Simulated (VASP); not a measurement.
## Run report: TiN, optical-spectrum calculation (part 3 of 4)

The same run, continued: TiN (2 atoms in the cell); Kohn-Sham DFT of a periodic cell, PBE, spin-orbit coupling, VASP PAW PBE potentials, recommended (VASP 6.6.1); cutoff 520 eV, 16×16×16 k-mesh, fermi-dirac of 0.05 eV, non-collinear spins. The structure was built on a prototype by a generator; it need not be a known phase.

Geometry of the input (Å; fractional positions):
```
0.0000  2.1200  2.1200
2.1200  0.0000  2.1200
2.1200  2.1200  0.0000
Ti 0.0000  0.0000  0.0000
N  0.5000  0.5000  0.5000
```

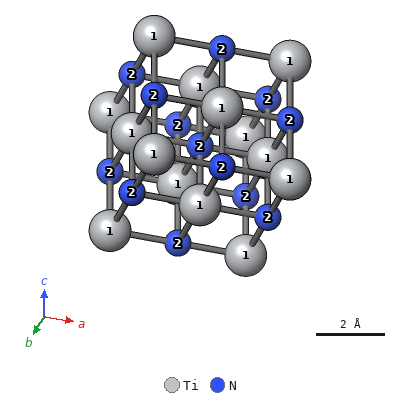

Fig. 1: The structure (ball-and-stick view of the cell 4 times as large as that of the calculation, set on its symmetry axes, seen at an oblique angle; atoms are numbered from 1 in the order of the input).

### Parts of OUTCAR, continued
```
  frequency dependent IMAGINARY DIELECTRIC FUNCTION (independent particle, no local field effects) current-current
     E(ev)      X         Y         Z        XY        YZ        ZX
  --------------------------------------------------------------------------------------------------------------
     0.00000    68.21756    68.21756    68.21756     0.00000     0.00000    -0.00000
     1.84371     1.47164     1.47164     1.47164    -0.00000    -0.00000     0.00000
     3.68742     7.60328     7.60328     7.60328    -0.00000    -0.00000    -0.00000
     5.53113    10.18159    10.18159    10.18159     0.00000     0.00000    -0.00000
     7.37484     7.57610     7.57610     7.57610    -0.00000    -0.00000     0.00000
     9.21855     4.59606     4.59606     4.59606     0.00000     0.00000    -0.00000
    11.06227     0.90318     0.90318     0.90318    -0.00000    -0.00000     0.00000
    12.90598     1.93302     1.93302     1.93302    -0.00000    -0.00000     0.00000
    14.74969     0.93843     0.93843     0.93843     0.00000     0.00000     0.00000
    16.59340     1.50997     1.50997     1.50997     0.00000     0.00000     0.00000
    18.43711     1.61838     1.61838     1.61838    -0.00000     0.00000     0.00000
    20.28082     1.12797     1.12797     1.12797     0.00000     0.00000    -0.00000
    22.12453     1.03311     1.03311     1.03311    -0.00000    -0.00000    -0.00000
    23.96824     0.37458     0.37458     0.37458     0.00000     0.00000    -0.00000
    25.81195     0.33597     0.33597     0.33597    -0.00000    -0.00000     0.00000
    27.65566     0.39667     0.39667     0.39667     0.00000     0.00000     0.00000
    29.49937     0.23981     0.23981     0.23981     0.00000     0.00000    -0.00000
    31.34309     0.08793     0.08793     0.08793    -0.00000    -0.00000    -0.00000
    33.18680     0.43000     0.43000     0.43000    -0.00000     0.00000     0.00000
    35.03051     2.29357     2.29357     2.29357    -0.00000    -0.00000    -0.00000
    36.87422     2.95996     2.95996     2.95996     0.00000     0.00000     0.00000
    38.71793     0.89785     0.89785     0.89785    -0.00000     0.00000    -0.00000
    40.56164     0.11239     0.11239     0.11239     0.00000    -0.00000    -0.00000
    42.40535     0.12807     0.12807     0.12807    -0.00000     0.00000    -0.00000
    44.24906     0.19465     0.19465     0.19465     0.00000    -0.00000    -0.00000
    46.09277     0.24166     0.24166     0.24166     0.00000     0.00000    -0.00000
    47.93648     0.29799     0.29799     0.29799     0.00000     0.00000     0.00000
    49.78019     0.08582     0.08582     0.08582    -0.00000     0.00000    -0.00000
    51.62391     0.05658     0.05658     0.05658    -0.00000    -0.00000     0.00000
    53.46762     0.05946     0.05946     0.05946     0.00000    -0.00000     0.00000
    55.31133     0.07850     0.07850     0.07850    -0.00000     0.00000    -0.00000
    57.15504     0.10364     0.10364     0.10364    -0.00000    -0.00000     0.00000
    58.99875     0.04907     0.04907     0.04907     0.00000     0.00000    -0.00000
    60.84246     0.03690     0.03690     0.03690     0.00000     0.00000    -0.00000
    62.68617     0.05075     0.05075     0.05075    -0.00000    -0.00000     0.00000
    64.52988     0.06247     0.06247     0.06247     0.00000    -0.00000     0.00000
    66.37359     0.04492     0.04492     0.04492     0.00000     0.00000     0.00000
    68.21730     0.04032     0.04032     0.04032    -0.00000     0.00000    -0.00000
    70.06102     0.05269     0.05269     0.05269    -0.00000    -0.00000     0.00000
    71.90473     0.04076     0.04076     0.04076     0.00000     0.00000    -0.00000
    73.74844     0.04374     0.04374     0.04374    -0.00000    -0.00000    -0.00000
    75.59215     0.04802     0.04802     0.04802     0.00000     0.00000    -0.00000
    77.43586     0.03663     0.03663     0.03663    -0.00000    -0.00000    -0.00000
    79.27957     0.04724     0.04724     0.04724     0.00000     0.00000     0.00000
    81.12328     0.04125     0.04125     0.04125    -0.00000    -0.00000    -0.00000
    82.96699     0.02651     0.02651     0.02651    -0.00000    -0.00000     0.00000
    84.81070     0.02796     0.02796     0.02796     0.00000     0.00000    -0.00000
    86.65441     0.03226     0.03226     0.03226    -0.00000     0.00000    -0.00000
    88.49812     0.03058     0.03058     0.03058     0.00000    -0.00000     0.00000
    90.34184     0.02556     0.02556     0.02556     0.00000     0.00000    -0.00000
    92.18555     0.01941     0.01941     0.01941    -0.00000    -0.00000    -0.00000
    94.02926     0.02223     0.02223     0.02223    -0.00000    -0.00000     0.00000
    95.87297     0.02704     0.02704     0.02704     0.00000     0.00000    -0.00000
    97.71668     0.01798     0.01798     0.01798    -0.00000    -0.00000     0.00000
    99.56039     0.01574     0.01574     0.01574    -0.00000    -0.00000    -0.00000
   101.40410     0.00729     0.00729     0.00729     0.00000     0.00000    -0.00000
   103.24781     0.01523     0.01523     0.01523    -0.00000    -0.00000    -0.00000
   105.09152     0.01080     0.01080     0.01080     0.00000    -0.00000    -0.00000
   106.93523     0.00667     0.00667     0.00667    -0.00000    -0.00000     0.00000
   108.77894     0.00557     0.00557     0.00557    -0.00000    -0.00000     0.00000
   110.62266     0.00529     0.00529     0.00529    -0.00000    -0.00000     0.00000
   112.46637     0.00745     0.00745     0.00745    -0.00000     0.00000    -0.00000
   114.31008     0.00505     0.00505     0.00505     0.00000     0.00000    -0.00000
   116.15379     0.00745     0.00745     0.00745     0.00000     0.00000    -0.00000
   117.99750     0.00478     0.00478     0.00478    -0.00000    -0.00000    -0.00000
   119.84121     0.00732     0.00732     0.00732     0.00000     0.00000    -0.00000
   121.68492     0.00486     0.00486     0.00486     0.00000     0.00000    -0.00000
   123.52863     0.01006     0.01006     0.01006     0.00000    -0.00000     0.00000
   125.37234     0.00402     0.00402     0.00402     0.00000     0.00000     0.00000
   127.21605     0.00395     0.00395     0.00395    -0.00000    -0.00000     0.00000
   129.05976     0.00280     0.00280     0.00280     0.00000     0.00000     0.00000
   130.90348     0.00362     0.00362     0.00362     0.00000    -0.00000     0.00000
   132.74719     0.00276     0.00276     0.00276     0.00000    -0.00000     0.00000
   134.59090     0.00168     0.00168     0.00168    -0.00000    -0.00000     0.00000
   136.43461     0.00174     0.00174     0.00174    -0.00000     0.00000    -0.00000
   138.27832     0.00081     0.00081     0.00081    -0.00000     0.00000    -0.00000
   140.12203     0.00130     0.00130     0.00130     0.00000     0.00000    -0.00000
   141.96574     0.00067     0.00067     0.00067     0.00000     0.00000     0.00000
   143.80945     0.00055     0.00055     0.00055     0.00000     0.00000    -0.00000
   145.65316     0.00072     0.00072     0.00072    -0.00000    -0.00000     0.00000
   147.49687     0.00158     0.00158     0.00158    -0.00000    -0.00000     0.00000
   149.34058     0.00037     0.00037     0.00037    -0.00000    -0.00000    -0.00000
   151.18430     0.00005     0.00005     0.00005    -0.00000    -0.00000     0.00000
   153.02801     0.00000     0.00000     0.00000    -0.00000     0.00000    -0.00000
   154.87172     0.00000     0.00000     0.00000    -0.00000    -0.00000    -0.00000
   156.71543     0.00000     0.00000     0.00000    -0.00000    -0.00000    -0.00000
   158.55914     0.00000     0.00000     0.00000    -0.00000    -0.00000    -0.00000
   160.40285     0.00000     0.00000     0.00000    -0.00000    -0.00000    -0.00000
   162.24656     0.00000     0.00000     0.00000    -0.00000    -0.00000    -0.00000
   164.09027     0.00000     0.00000     0.00000    -0.00000    -0.00000    -0.00000
   165.93398     0.00000     0.00000     0.00000    -0.00000    -0.00000    -0.00000
   167.77769     0.00000     0.00000     0.00000    -0.00000    -0.00000    -0.00000
   169.62140     0.00000     0.00000     0.00000    -0.00000    -0.00000    -0.00000
   171.46512     0.00000     0.00000     0.00000    -0.00000    -0.00000    -0.00000
   173.30883     0.00000     0.00000     0.00000    -0.00000    -0.00000    -0.00000
   175.15254     0.00000     0.00000     0.00000    -0.00000    -0.00000    -0.00000
   176.99625     0.00000     0.00000     0.00000    -0.00000    -0.00000    -0.00000
   178.83996     0.00000     0.00000     0.00000    -0.00000    -0.00000    -0.00000
   180.68367     0.00000     0.00000     0.00000    -0.00000    -0.00000    -0.00000
   182.52738     0.00000     0.00000     0.00000    -0.00000    -0.00000    -0.00000

  frequency dependent      REAL DIELECTRIC FUNCTION (independent particle, no local field effects) current-current
     E(ev)        X           Y           Z          XY          YZ          ZX
  --------------------------------------------------------------------------------------------------------------
     0.00000    33.34757    33.34757    33.34757    -0.00000    -0.00000     0.00000
     1.84371     7.49329     7.49329     7.49329    -0.00000     0.00000    -0.00000
     3.68742     8.79537     8.79537     8.79537    -0.00000     0.00000    -0.00000
     5.53113     5.47081     5.47081     5.47081    -0.00000    -0.00000     0.00000
     7.37484     0.34726     0.34726     0.34726    -0.00000     0.00000     0.00000
     9.21855    -1.86591    -1.86591    -1.86591     0.00000     0.00000    -0.00000
    11.06227    -1.10875    -1.10875    -1.10875     0.00000    -0.00000    -0.00000
    12.90598     0.64606     0.64606     0.64606    -0.00000     0.00000     0.00000
    14.74969    -0.16423    -0.16423    -0.16423    -0.00000     0.00000     0.00000
    16.59340     1.68306     1.68306     1.68306     0.00000    -0.00000     0.00000
    18.43711     0.12780     0.12780     0.12780     0.00000     0.00000    -0.00000
    20.28082    -0.16614    -0.16614    -0.16614     0.00000     0.00000    -0.00000
    22.12453    -0.16044    -0.16044    -0.16044     0.00000    -0.00000    -0.00000
    23.96824     0.24550     0.24550     0.24550    -0.00000    -0.00000     0.00000
    25.81195     0.62091     0.62091     0.62091    -0.00000    -0.00000     0.00000
    27.65566     0.76168     0.76168     0.76168     0.00000     0.00000     0.00000
    29.49937     0.82662     0.82662     0.82662    -0.00000    -0.00000     0.00000
    31.34309     1.16973     1.16973     1.16973    -0.00000     0.00000     0.00000
    33.18680     1.81478     1.81478     1.81478    -0.00000     0.00000     0.00000
    35.03051     2.08417     2.08417     2.08417     0.00000    -0.00000     0.00000
    36.87422    -0.65821    -0.65821    -0.65821     0.00000    -0.00000    -0.00000
    38.71793    -0.53175    -0.53175    -0.53175     0.00000    -0.00000    -0.00000
    40.56164    -0.08951    -0.08951    -0.08951    -0.00000    -0.00000    -0.00000
    42.40535     0.28988     0.28988     0.28988    -0.00000    -0.00000    -0.00000
    44.24906     0.46744     0.46744     0.46744    -0.00000    -0.00000    -0.00000
    46.09277     0.55799     0.55799     0.55799     0.00000     0.00000    -0.00000
    47.93648     0.37941     0.37941     0.37941     0.00000     0.00000     0.00000
    49.78019     0.47203     0.47203     0.47203    -0.00000    -0.00000    -0.00000
    51.62391     0.57098     0.57098     0.57098     0.00000    -0.00000    -0.00000
    53.46762     0.64465     0.64465     0.64465     0.00000     0.00000    -0.00000
    55.31133     0.67556     0.67556     0.67556     0.00000     0.00000    -0.00000
    57.15504     0.67996     0.67996     0.67996    -0.00000    -0.00000    -0.00000
    58.99875     0.68676     0.68676     0.68676     0.00000     0.00000    -0.00000
    60.84246     0.72120     0.72120     0.72120     0.00000    -0.00000     0.00000
    62.68617     0.75918     0.75918     0.75918     0.00000    -0.00000    -0.00000
    64.52988     0.76464     0.76464     0.76464    -0.00000    -0.00000    -0.00000
    66.37359     0.78067     0.78067     0.78067     0.00000     0.00000    -0.00000
    68.21730     0.78815     0.78815     0.78815     0.00000    -0.00000    -0.00000
    70.06102     0.80043     0.80043     0.80043     0.00000    -0.00000     0.00000
    71.90473     0.81878     0.81878     0.81878    -0.00000    -0.00000    -0.00000
    73.74844     0.82328     0.82328     0.82328     0.00000    -0.00000    -0.00000
    75.59215     0.82809     0.82809     0.82809     0.00000     0.00000    -0.00000
    77.43586     0.84111     0.84111     0.84111    -0.00000    -0.00000    -0.00000
    79.27957     0.85009     0.85009     0.85009    -0.00000     0.00000    -0.00000
    81.12328     0.84850     0.84850     0.84850    -0.00000    -0.00000    -0.00000
    82.96699     0.85212     0.85212     0.85212    -0.00000    -0.00000    -0.00000
    84.81070     0.86108     0.86108     0.86108     0.00000     0.00000    -0.00000
    86.65441     0.85965     0.85965     0.85965     0.00000     0.00000     0.00000
    88.49812     0.86600     0.86600     0.86600    -0.00000    -0.00000    -0.00000
    90.34184     0.86878     0.86878     0.86878    -0.00000    -0.00000     0.00000
    92.18555     0.87730     0.87730     0.87730    -0.00000    -0.00000    -0.00000
    94.02926     0.88221     0.88221     0.88221     0.00000    -0.00000     0.00000
    95.87297     0.88728     0.88728     0.88728     0.00000    -0.00000     0.00000
    97.71668     0.88499     0.88499     0.88499    -0.00000    -0.00000    -0.00000
    99.56039     0.89025     0.89025     0.89025     0.00000    -0.00000     0.00000
   101.40410     0.89734     0.89734     0.89734    -0.00000    -0.00000     0.00000
   103.24781     0.90287     0.90287     0.90287    -0.00000    -0.00000     0.00000
   105.09152     0.90230     0.90230     0.90230     0.00000    -0.00000    -0.00000
   106.93523     0.90617     0.90617     0.90617    -0.00000    -0.00000    -0.00000
   108.77894     0.91187     0.91187     0.91187     0.00000    -0.00000    -0.00000
   110.62266     0.91637     0.91637     0.91637     0.00000    -0.00000    -0.00000
   112.46637     0.92026     0.92026     0.92026     0.00000    -0.00000    -0.00000
   114.31008     0.92261     0.92261     0.92261     0.00000    -0.00000    -0.00000
   116.15379     0.92557     0.92557     0.92557     0.00000    -0.00000    -0.00000
   117.99750     0.92723     0.92723     0.92723     0.00000    -0.00000    -0.00000
   119.84121     0.92930     0.92930     0.92930    -0.00000    -0.00000    -0.00000
   121.68492     0.93200     0.93200     0.93200    -0.00000    -0.00000    -0.00000
   123.52863     0.93306     0.93306     0.93306    -0.00000     0.00000     0.00000
   125.37234     0.93312     0.93312     0.93312     0.00000     0.00000    -0.00000
   127.21605     0.93496     0.93496     0.93496     0.00000    -0.00000    -0.00000
   129.05976     0.93873     0.93873     0.93873     0.00000     0.00000    -0.00000
   130.90348     0.93926     0.93926     0.93926     0.00000     0.00000    -0.00000
   132.74719     0.94159     0.94159     0.94159     0.00000    -0.00000     0.00000
   134.59090     0.94268     0.94268     0.94268     0.00000    -0.00000    -0.00000
   136.43461     0.94468     0.94468     0.94468    -0.00000    -0.00000    -0.00000
   138.27832     0.94693     0.94693     0.94693     0.00000    -0.00000    -0.00000
   140.12203     0.94879     0.94879     0.94879     0.00000    -0.00000    -0.00000
   141.96574     0.95029     0.95029     0.95029     0.00000    -0.00000    -0.00000
   143.80945     0.95126     0.95126     0.95126     0.00000    -0.00000    -0.00000
   145.65316     0.95308     0.95308     0.95308     0.00000    -0.00000    -0.00000
   147.49687     0.95416     0.95416     0.95416     0.00000     0.00000    -0.00000
   149.34058     0.95474     0.95474     0.95474     0.00000    -0.00000    -0.00000
   151.18430     0.95642     0.95642     0.95642     0.00000    -0.00000    -0.00000
   153.02801     0.95784     0.95784     0.95784     0.00000    -0.00000    -0.00000
   154.87172     0.95906     0.95906     0.95906     0.00000    -0.00000    -0.00000
   156.71543     0.96019     0.96019     0.96019     0.00000    -0.00000    -0.00000
   158.55914     0.96126     0.96126     0.96126     0.00000    -0.00000    -0.00000
   160.40285     0.96227     0.96227     0.96227     0.00000    -0.00000    -0.00000
   162.24656     0.96323     0.96323     0.96323     0.00000    -0.00000    -0.00000
   164.09027     0.96414     0.96414     0.96414     0.00000    -0.00000    -0.00000
   165.93398     0.96502     0.96502     0.96502     0.00000    -0.00000    -0.00000
   167.77769     0.96586     0.96586     0.96586     0.00000    -0.00000    -0.00000
   169.62140     0.96667     0.96667     0.96667     0.00000    -0.00000    -0.00000
   171.46512     0.96745     0.96745     0.96745     0.00000    -0.00000    -0.00000
   173.30883     0.96820     0.96820     0.96820     0.00000    -0.00000    -0.00000
   175.15254     0.96892     0.96892     0.96892     0.00000    -0.00000    -0.00000
   176.99625     0.96962     0.96962     0.96962     0.00000    -0.00000    -0.00000
   178.83996     0.97029     0.97029     0.97029     0.00000    -0.00000    -0.00000
   180.68367     0.97093     0.97093     0.97093     0.00000    -0.00000    -0.00000
   182.52738     0.97156     0.97156     0.97156     0.00000    -0.00000    -0.00000

 Spin-Orbit-Coupling matrix elements

 Ion:    1  E_soc:     -0.0104523
 l=   1
     0.0000000    -0.0016620    -0.0016620
    -0.0016620     0.0000000    -0.0016620
    -0.0016620    -0.0016620     0.0000000
 l=   2
     0.0000000    -0.0000225     0.0000000    -0.0000225    -0.0000575
    -0.0000225     0.0000000    -0.0000431    -0.0000225    -0.0000144
     0.0000000    -0.0000431     0.0000000    -0.0000431     0.0000000
    -0.0000225    -0.0000225    -0.0000431     0.0000000    -0.0000144
    -0.0000575    -0.0000144     0.0000000    -0.0000144     0.0000000
 l=   3
     0.0000000     0.0000000     0.0000000     0.0000000     0.0000000     0.0000000     0.0000000
     0.0000000     0.0000000     0.0000000     0.0000000     0.0000000     0.0000000     0.0000000
     0.0000000     0.0000000     0.0000000     0.0000000     0.0000000     0.0000000     0.0000000
     0.0000000     0.0000000     0.0000000     0.0000000     0.0000000     0.0000000     0.0000000
     0.0000000     0.0000000     0.0000000     0.0000000     0.0000000     0.0000000     0.0000000
     0.0000000     0.0000000     0.0000000     0.0000000     0.0000000     0.0000000     0.0000000
     0.0000000     0.0000000     0.0000000     0.0000000     0.0000000     0.0000000     0.0000000

 Ion:    2  E_soc:     -0.0000862
 l=   1
     0.0000000    -0.0000144    -0.0000144
    -0.0000144     0.0000000    -0.0000144
    -0.0000144    -0.0000144     0.0000000
 l=   2
     0.0000000     0.0000000     0.0000000     0.0000000     0.0000000
     0.0000000     0.0000000     0.0000000     0.0000000     0.0000000
     0.0000000     0.0000000     0.0000000     0.0000000     0.0000000
     0.0000000     0.0000000     0.0000000     0.0000000     0.0000000
     0.0000000     0.0000000     0.0000000     0.0000000     0.0000000
 l=   3
     0.0000000     0.0000000     0.0000000     0.0000000     0.0000000     0.0000000     0.0000000
     0.0000000     0.0000000     0.0000000     0.0000000     0.0000000     0.0000000     0.0000000
     0.0000000     0.0000000     0.0000000     0.0000000     0.0000000     0.0000000     0.0000000
     0.0000000     0.0000000     0.0000000     0.0000000     0.0000000     0.0000000     0.0000000
     0.0000000     0.0000000     0.0000000     0.0000000     0.0000000     0.0000000     0.0000000
     0.0000000     0.0000000     0.0000000     0.0000000     0.0000000     0.0000000     0.0000000
     0.0000000     0.0000000     0.0000000     0.0000000     0.0000000     0.0000000     0.0000000

 total charge

# of ion       s       p       d       tot
------------------------------------------
    1        2.183   6.229   1.972  10.384
    2        1.247   2.508   0.000   3.755
--------------------------------------------------
tot          3.430   8.737   1.972  14.139

 magnetization (x)

# of ion       s       p       d       tot
------------------------------------------
    1       -0.000  -0.000  -0.000  -0.000
    2        0.000   0.000   0.000   0.000
--------------------------------------------------
tot         -0.000  -0.000  -0.000  -0.000

 magnetization (y)

# of ion       s       p       d       tot
------------------------------------------
    1       -0.000   0.000  -0.000  -0.000
    2        0.000   0.000   0.000   0.000
--------------------------------------------------
tot         -0.000   0.000  -0.000   0.000

 magnetization (z)

# of ion       s       p       d       tot
------------------------------------------
    1        0.000   0.000  -0.000   0.000
    2        0.000   0.000   0.000   0.000
--------------------------------------------------
tot          0.000   0.000  -0.000   0.000
```
